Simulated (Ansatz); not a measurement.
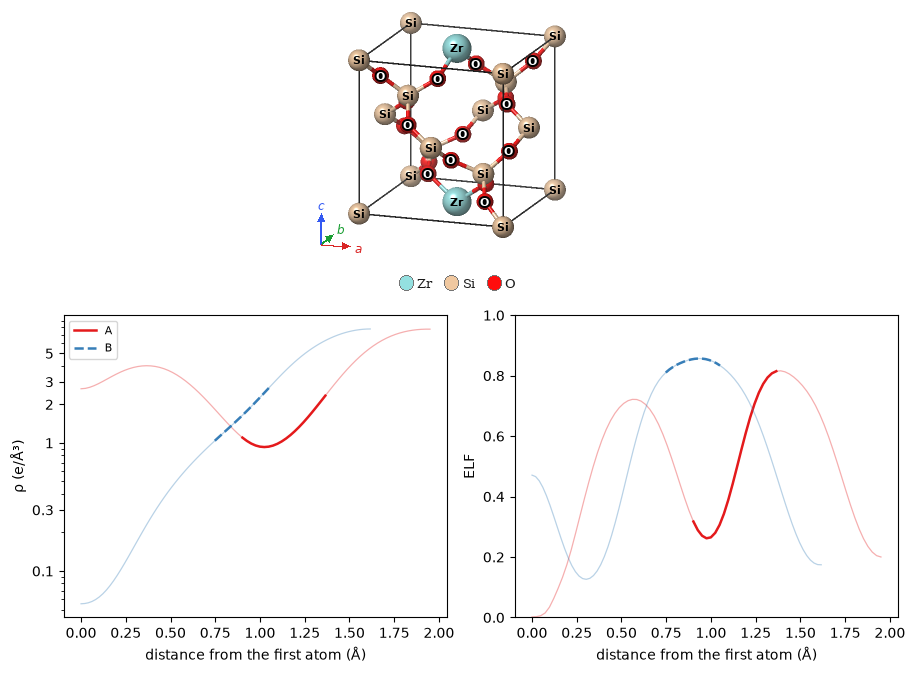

ZrSi$_{7}$O$_{16}$ (cell with a defect). Valence pseudo-density and ELF along straight lines between neighbouring atoms. Thin, pale parts lie inside the atomic spheres. The structure is drawn too.

These are results of DFT PBE, scalar-relativistic, plane waves, PAW in Ansatz 0.2.0, not measurements.

Core electrons are frozen (PAW), and the valence fields are smoothed inside the atomic spheres.

```cif
data_structure
_symmetry_space_group_name_H-M 'P 1'
_symmetry_Int_Tables_number 1
_cell_length_a 7.1083
_cell_length_b 7.1083
_cell_length_c 7.3717
_cell_angle_alpha 90.000
_cell_angle_beta 90.000
_cell_angle_gamma 90.000
_cell_volume 372.47
loop_
_atom_site_label
_atom_site_type_symbol
_atom_site_fract_x
_atom_site_fract_y
_atom_site_fract_z
_atom_site_occupancy
Zr1 Zr 0.50000 0.50000 0.00000 1
Si1 Si 0.00000 0.50000 0.52663 1
Si2 Si 0.00000 0.00000 0.00000 1
Si3 Si 0.50000 0.00000 0.47337 1
Si4 Si 0.77036 0.25767 0.26412 1
Si5 Si 0.25767 0.22964 0.73588 1
Si6 Si 0.22964 0.74233 0.26412 1
Si7 Si 0.74233 0.77036 0.73588 1
O1 O 0.93069 0.31622 0.41152 1
O2 O 0.44529 0.28008 0.85092 1
O3 O 0.42525 0.82100 0.35462 1
O4 O 0.90811 0.84146 0.87019 1
O5 O 0.84146 0.09189 0.12981 1
O6 O 0.31622 0.06931 0.58848 1
O7 O 0.28008 0.55471 0.14908 1
O8 O 0.82100 0.57475 0.64538 1
O9 O 0.71992 0.44529 0.14908 1
O10 O 0.17900 0.42525 0.64538 1
O11 O 0.15854 0.90811 0.12981 1
O12 O 0.68378 0.93069 0.58848 1
O13 O 0.57475 0.17900 0.35462 1
O14 O 0.09189 0.15854 0.87019 1
O15 O 0.06931 0.68378 0.41152 1
O16 O 0.55471 0.71992 0.85092 1
```

**Which curve belongs to which contact (Si–O and Zr–O)? The first atom named is at distance zero.**

Curve A: Zr–O (1.95 Å): ρ at the midpoint is about 0.96 e/Å³; the ELF peaks at about 0.80 in the valence shell of O, 0.6 Å from its nucleus, and drops to about 0.25 between the two atoms (no localised pair shows between them). Curve B: Si–O (1.62 Å): the density is about 1.2 e/Å³ at the midpoint; the ELF peaks at about 0.85 between the atoms (a shared but strongly polarised pair).
